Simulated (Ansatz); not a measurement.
## Run report: NbN, geometry relaxation (part 1 of 2)

- system: NbN (Fm-3m, 2 atoms in the cell)
- method: DFT, PBE, PAW with Ansatz's default frozen-core files, scalar-relativistic, no spin polarisation (Ansatz 0.2.0)

The structure was built on a prototype by a generator; it need not be a known phase. It belongs to a series of runs on one base structure; here: bulk cell relaxed. Figures and captions count atoms from 1; the log counts them from 0 in places.

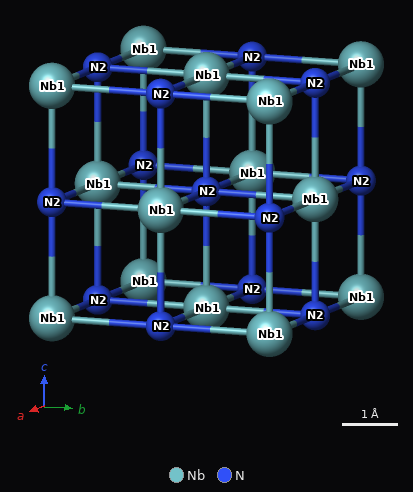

Figure 1. The structure as given in the input (ball-and-stick view of the cell 4 times as large as that of the calculation, set on its symmetry axes, seen slightly off an axis; atoms are numbered from 1 in the order of the input). Near neighbours in the crystal (not all of them lie inside the picture): Nb has 6 N at 2.15 Å; N has 6 Nb at 2.15 Å.

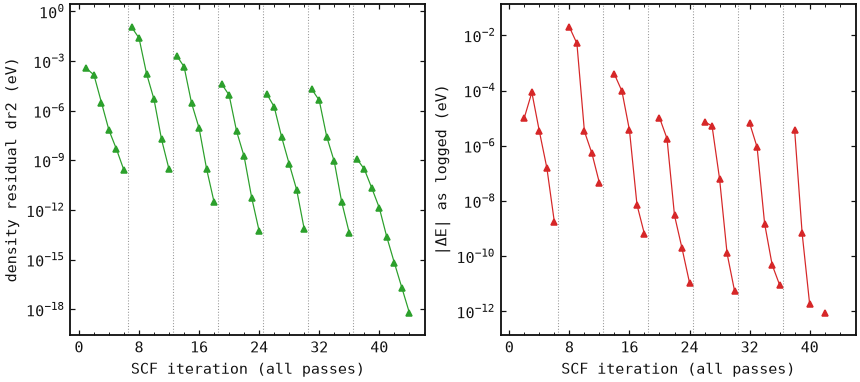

Figure 2. Convergence of the self-consistent field: density residual dr2 and size of the energy change against the SCF iteration. The dotted lines part the SCF passes of the relaxation: geometry steps, rejected trials and re-solves on a re-selected basis. The 7 passes take 6 to 8 iterations each, 44 in all.

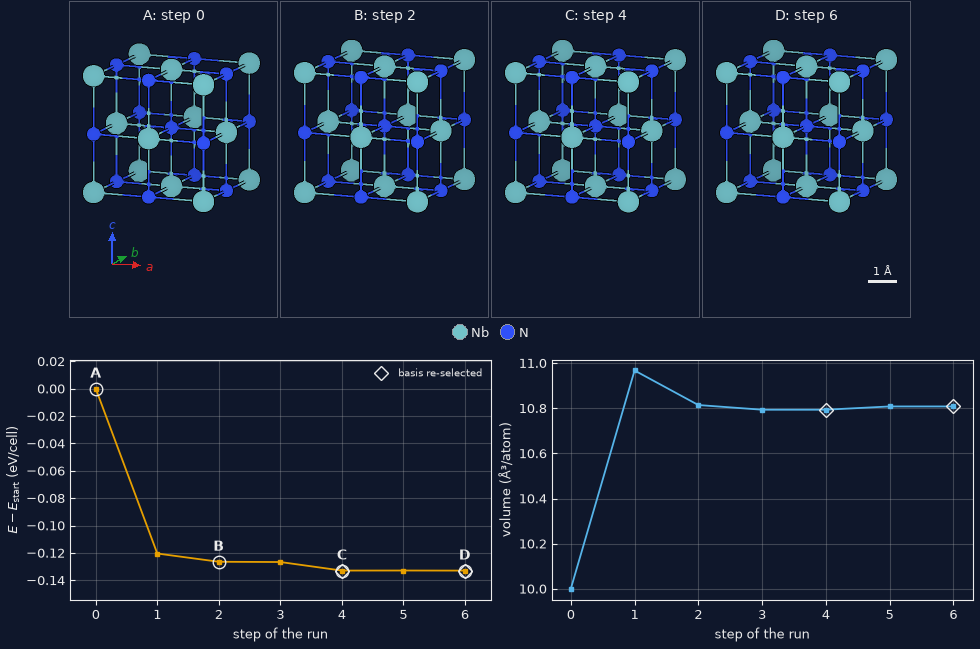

Figure 3. Frames of the relaxation (ball-and-stick view of the cell 4 times as large as that of the calculation, set on its symmetry axes, seen slightly off an axis) above the curves, on which the letters mark them (the first geometry is step 0 here and step 1 in the log).

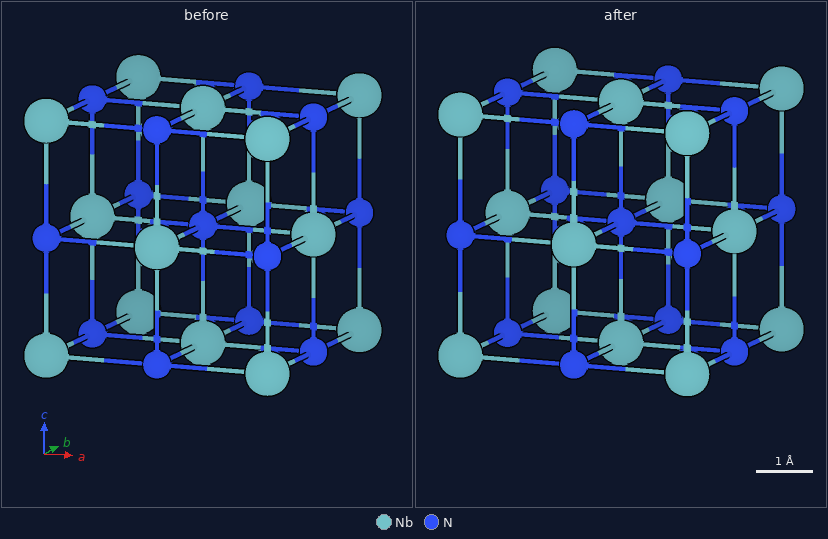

Figure 4. Before (left) and after (right) the relaxation, at one scale (ball-and-stick view of the cell 4 times as large as that of the calculation, set on its symmetry axes, seen slightly off an axis). No atom moves by more than 0.005 Å relative to the cell. Cell: a = b = c 4.309 → 4.422 Å (+2.6 %). Volume +8.1 %. Among the contacts that change: Nb1–N2 2.154 → 2.211 Å. The space group stays Fm-3m (No. 225). The energy falls by 0.133 eV per cell of the calculation in 4 geometry steps. All forces vanish by symmetry, so only the cell relaxes. Pressure: 28.25 GPa at the start and 0.01 GPa at the end. The basis was re-selected once at an unchanged geometry, which shifts the energy a little without any move. The energy change given includes the shifts at the re-selections in mid-walk, which come without any move. A last SCF at the same geometry on a re-selected plane-wave basis shifts the energy by −0.1 meV per cell of the calculation. (Atoms are counted from 1 in the order of the input.)

The input that produced these results follows, with the program's output.

Input:
```yaml
crystal:
  lattice:
    - [0.0, 2.15443469, 2.15443469]
    - [2.15443469, 0.0, 2.15443469]
    - [2.15443469, 2.15443469, 0.0]
  atoms:
    - { symbol: Nb, position: [0.0, 0.0, 0.0] }
    - { symbol: "N", position: [0.5, 0.5, 0.5] }
kpoints:
  mp_grid: { grid: [17, 17, 17] }
scf:
  occupations: { method: fermi_dirac, width: 0.1 }
hamiltonian:
  xc: pbe
  pseudopotentials: { kind: paw }
output:
  forces: true
  stress: true
relax:
  f_tol: 0.005
  max_steps: 40
  cell: {}
```

Launch command:
```bash
ansatz run input.yaml --threads 1 --pin off --max-ram 3584MiB --backend cpu --events-out ev --progress --plain --runs-dir out
```

What the program printed:
```
Engine: ansatz 0.2.0, x86_64-unknown-linux-gnu
Pseudopotentials: kind: paw
Pseudopotential: Nb, paw, valence charge 13, recommended cutoff 420 eV (normal), Nb.paw.azcp
Pseudopotential: N, paw, valence charge 5, recommended cutoff 420 eV (normal), N.paw.azcp
Functional definition: PBE
  parameter kappa = 0.804
  parameter beta = 0.06672455060314922
  exchange = pbe_x(kappa = kappa, mu = beta*pi^2/3)
  correlation = pbe_c(beta = beta)
Crystal: 2 atoms, lattice volume = 20.000 Å³
Basis set: ecut = 420 eV, 387 PW (Γ), exchange–correlation on 48×48×48 points (8 copies of the dense FFT grid, shifted against one another)
Bands: 13, of which v1, the nominal top of the filled ones, is band 9 counted from 1 (8 counted from 0)
Symmetry: 48 space group operations
Space group: Fm-3m (ITA 225), of the structure as read, at distance tolerance 2.7e-5 Å
k-points: 165 of 4913
Non-local potential: Nb, projectors of the file, l = 0: 3, l = 1: 2, l = 2: 2, l = 3: 1
Non-local potential: N, projectors of the file, l = 0: 2, l = 1: 2, l = 2: 1
PAW form: soft (Blöchl's): semilocal exchange-correlation on the pseudo side does not see the compensation charge
PAW one-centre angular grid: Nb, 590 points (default); XC on 64 Gauss nodes
PAW one-centre angular grid: N, 110 points (default); XC on 64 Gauss nodes
Initial density: superposition of atomic densities (neutral atoms: chi_scale 0, normalization atom), corrected by the library's trained network
Initial wavefunctions: pseudopotential atomic-orbital guess
Functional: x = pbe(κ = 0.804, μ = 0.2195149727645171), c = pbe(β = 0.06672455060314922)
SCF iter   1: F=—  HF=-4938.094097 eV  |F-HF|=—  |Δ(HF+E_count)|=         —  Δρ=2.06e-3  dr2=3.64e-4  ethr=1.77e-3  ⟨swp⟩=5.1  Hψ=25276  notcnv=0  defer=11
automatic band count: the SCF goes on with 17 bands, as 13 were too few: the levels above may hold too much charge
preconditioner: auto → none  [metal: Δε(μ)=0.011 eV  Ē_g=24.995 eV  σ=0.100 eV  W_gap=0.03  n_scr=8 (ndim 8)  ℏωp=33.2 eV  f_vac=0.000  D(μ)=0.83/eV (n_scr^D=8)  sad-step TF]
SCF iter   2: F=—  HF=-4938.094087 eV  |F-HF|=—  |Δ(HF+E_count)|=   1.05e-5  Δρ=1.22e-3  dr2=1.45e-4  ethr=2.02e-6  ⟨swp⟩=2.4  Hψ=5189  notcnv=0  defer=11
SCF iter   3: F=—  HF=-4938.094173 eV  |F-HF|=—  |Δ(HF+E_count)|=   8.62e-5  Δρ=1.37e-4  dr2=3.10e-6  ethr=8.05e-7  ⟨swp⟩=2.7  Hψ=3432  notcnv=0  defer=11
SCF iter   4: F=—  HF=-4938.094169 eV  |F-HF|=—  |Δ(HF+E_count)|=   3.34e-6  Δρ=3.37e-5  dr2=6.67e-8  ethr=1.72e-8  ⟨swp⟩=2.1  Hψ=3895  notcnv=0  defer=11
iter 5 did not close the SCF: its close was put off for the readings that it lacked (scf_convergence_deferred on its scf_iter line)
SCF iter   5: F=-4938.094170 eV  HF=-4938.094170 eV  |F-HF|=6.46e-11  |Δ(HF+E_count)|=   1.57e-7  Δρ=7.48e-6  dr2=4.76e-9  ethr=3.71e-10  ⟨swp⟩=2.3  Hψ=3596  notcnv=0  defer=11
SCF iter   6: F=-4938.094170 eV  HF=-4938.094170 eV  |F-HF|=1.82e-10  |Δ(HF+E_count)|=   1.71e-9  Δρ=1.59e-6  dr2=2.51e-10  ethr=2.64e-11  ⟨swp⟩=1.1  Hψ=7617  notcnv=0
SCF 1 converged in 6 iterations: F = -4938.094170 eV  dr2 = 2.51e-10
  greatest PAW one-centre occupation: 0.998 electrons in one spin orbital (limit 2), on the Nb atom at site 0 (counted from 0), in its partial waves of l = 0
relax step   1: F+E_penalty+E_count = -4938.09416966 eV  Δ(F+E_penalty+E_count) = +0.000e0 eV  max|allowed force component| = 7.100e-30 eV/Å  Δτ_max = 0.0000 Å  P = +28.251 GPa  Ω = 20.000 Å³  (6 SCF iters, dr2 threshold 1.00e-7 eV, accepted)
Crystal: 2 atoms, lattice volume = 21.935 Å³
Basis set: ecut = 420 eV, 411 PW (Γ), exchange–correlation on 48×48×48 points (8 copies of the dense FFT grid, shifted against one another)
Bands: 17, of which v1, the nominal top of the filled ones, is band 9 counted from 1 (8 counted from 0)
Initial density: handed on by an earlier stage of this run
Initial wavefunctions: those handed on with the density
iter 1 solved again at ethr=6.35e-4 eV; its pass at ethr=3.10e-3 eV (dr2=1.14e-1 eV) is discarded
SCF iter   1: F=—  HF=-4938.239734 eV  |F-HF|=—  |Δ(HF+E_count)|=         —  Δρ=2.18e-2  dr2=1.14e-1  ethr=6.35e-4  ⟨swp⟩=1.3  Hψ=18712  notcnv=0
preconditioner: auto → none  [metal: Δε(μ)=0.011 eV  Ē_g=14.523 eV  σ=0.100 eV  W_gap=0.03  n_scr=8 (ndim 8)  ℏωp=25.1 eV  f_vac=0.000  D(μ)=0.97/eV (n_scr^D=14)]
SCF iter   2: F=—  HF=-4938.219710 eV  |F-HF|=—  |Δ(HF+E_count)|=   2.00e-2  Δρ=9.56e-3  dr2=2.48e-2  ethr=6.35e-4  ⟨swp⟩=2.0  Hψ=3255  notcnv=0
SCF iter   3: F=—  HF=-4938.214612 eV  |F-HF|=—  |Δ(HF+E_count)|=   5.10e-3  Δρ=1.06e-3  dr2=1.78e-4  ethr=1.38e-4  ⟨swp⟩=1.1  Hψ=2876  notcnv=0
SCF iter   4: F=—  HF=-4938.214609 eV  |F-HF|=—  |Δ(HF+E_count)|=   3.34e-6  Δρ=1.69e-4  dr2=4.83e-6  ethr=9.89e-7  ⟨swp⟩=2.3  Hψ=3529  notcnv=0
iter 5 did not close the SCF: its close was put off for the readings that it lacked (scf_convergence_deferred on its scf_iter line)
SCF iter   5: F=-4938.214609 eV  HF=-4938.214609 eV  |F-HF|=4.10e-8  |Δ(HF+E_count)|=   5.32e-7  Δρ=1.95e-5  dr2=1.86e-8  ethr=2.68e-8  ⟨swp⟩=2.7  Hψ=4411  notcnv=0
SCF iter   6: F=-4938.214609 eV  HF=-4938.214609 eV  |F-HF|=9.28e-11  |Δ(HF+E_count)|=   4.46e-8  Δρ=1.50e-6  dr2=2.92e-10  ethr=1.04e-10  ⟨swp⟩=1.9  Hψ=7768  notcnv=0
SCF 2 converged in 6 iterations: F = -4938.214609 eV  dr2 = 2.92e-10
relax step   2: F+E_penalty+E_count = -4938.21460944 eV  Δ(F+E_penalty+E_count) = -1.204e-1 eV  max|allowed force component| = 4.898e-30 eV/Å  Δτ_max = 0.0000 Å  P = -4.841 GPa  Ω = 21.935 Å³  energy of the carried Pulay correction = -5.220e-3 eV  (6 SCF iters, dr2 threshold 2.00e-7 eV, accepted)
Crystal: 2 atoms, lattice volume = 21.629 Å³
iter 1 solved again at ethr=1.25e-5 eV; its pass at ethr=3.10e-3 eV (dr2=2.25e-3 eV) is discarded
SCF iter   1: F=—  HF=-4938.221124 eV  |F-HF|=—  |Δ(HF+E_count)|=         —  Δρ=3.05e-3  dr2=2.18e-3  ethr=1.25e-5  ⟨swp⟩=1.0  Hψ=14811  notcnv=0
preconditioner: auto → none  [metal: Δε(μ)=0.015 eV  Ē_g=14.799 eV  σ=0.100 eV  W_gap=0.04  n_scr=8 (ndim 8)  ℏωp=25.2 eV  f_vac=0.000  D(μ)=0.94/eV (n_scr^D=8)]
SCF iter   2: F=—  HF=-4938.220736 eV  |F-HF|=—  |Δ(HF+E_count)|=   3.89e-4  Δρ=1.31e-3  dr2=4.60e-4  ethr=1.21e-5  ⟨swp⟩=1.0  Hψ=2805  notcnv=0
SCF iter   3: F=—  HF=-4938.220641 eV  |F-HF|=—  |Δ(HF+E_count)|=   9.50e-5  Δρ=1.46e-4  dr2=2.88e-6  ethr=2.55e-6  ⟨swp⟩=1.1  Hψ=2888  notcnv=0
SCF iter   4: F=—  HF=-4938.220637 eV  |F-HF|=—  |Δ(HF+E_count)|=   3.66e-6  Δρ=2.46e-5  dr2=9.04e-8  ethr=1.60e-8  ⟨swp⟩=2.5  Hψ=3955  notcnv=0
iter 5 did not close the SCF: its close was put off for the readings that it lacked (scf_convergence_deferred on its scf_iter line)
SCF iter   5: F=-4938.220637 eV  HF=-4938.220637 eV  |F-HF|=5.92e-10  |Δ(HF+E_count)|=   7.34e-9  Δρ=2.63e-6  dr2=3.08e-10  ethr=5.02e-10  ⟨swp⟩=2.8  Hψ=4323  notcnv=0
SCF iter   6: F=-4938.220637 eV  HF=-4938.220637 eV  |F-HF|=9.09e-13  |Δ(HF+E_count)|=  6.23e-10  Δρ=1.79e-7  dr2=3.04e-12  ethr=1.71e-12  ⟨swp⟩=1.0  Hψ=7333  notcnv=0
SCF 3 converged in 6 iterations: F = -4938.220637 eV  dr2 = 3.04e-12
relax step   3: F+E_penalty+E_count = -4938.22063695 eV  Δ(F+E_penalty+E_count) = -6.028e-3 eV  max|allowed force component| = 8.217e-31 eV/Å  Δτ_max = 0.0000 Å  P = -0.587 GPa  Ω = 21.629 Å³  energy of the carried Pulay correction = -4.426e-3 eV  (6 SCF iters, dr2 threshold 2.00e-7 eV, accepted)
Crystal: 2 atoms, lattice volume = 21.587 Å³
iter 1 solved again at ethr=2.41e-7 eV; its pass at ethr=3.10e-3 eV (dr2=4.33e-5 eV) is discarded
```
